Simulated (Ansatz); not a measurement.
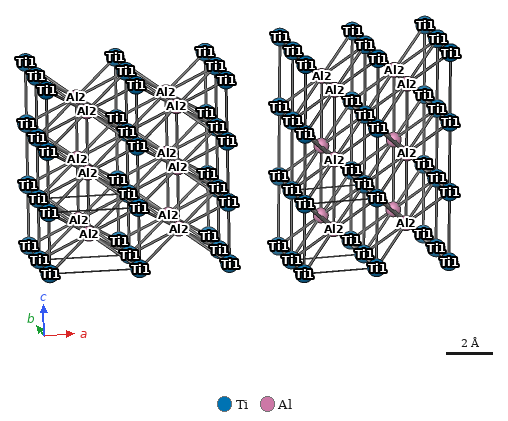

Two geometries of crystalline TiAl (set up in P1), drawn at one scale. One is the start of a relaxation, the other its converged end. Style: ball-and-stick. Shown: the cell of the calculation, repeated 2 × 2 × 3 with one cell outlined, slightly off an axis.

Level of theory: Ansatz 0.2.0, DFT PBEsol, scalar-relativistic, plane waves, PAW. (plane-wave cutoff 420 eV; k-point mesh 10 × 10 × 10; occupations gaussian; smearing width 0.15 eV; no spin polarisation; cell and atoms relaxed; force threshold 0.01 eV/Å; at most 80 steps)

Question: Which geometry has the lower energy?

Answer: The left one is the relaxed one. Case: cell sheared at random, sigma 0.06, atoms nudged by 0.01 Å; relaxed back. The largest moves relative to the cell, 0.013 Å, are those of Ti1 and Al2. Ti1 goes along [−2 1 −1]. Largest moves by element: Ti 0.013 Å, Al 0.013 Å. The drawn cell changes as follows: a 3.252 → 4.049 Å (+24.5 %), b 3.031 → 2.792 Å (−7.9 %), c 3.192 → 2.792 Å (−12.5 %), α 92.1° → 90.0°, β 86.7° → 90.0°, γ 93.1° → 90.0°; the volume changes by +0.7 %. Some distances before and after: Al2–Al2 3.192 → 2.792 Å, Ti1–Ti1 3.192 → 2.792 Å, Al2–Al2 (another image) 3.031 → 2.792 Å, Ti1–Ti1 (another image) 3.031 → 2.792 Å. The space group (tolerance 0.01 Å) goes from P1 (No. 1) to P4/mmm (No. 123). Over 9 accepted moves (11 points after the start) the energy falls by 0.317 eV per cell of the calculation. Largest force component: 0.11 eV/Å at the start, 0.00012 eV/Å at the end. The pressure goes from 1.21 to 0.00 GPa. At 2 points the geometry stayed and the basis and grid were re-selected for the new cell (energy shift of 26.0 meV per cell of the calculation at most each time).
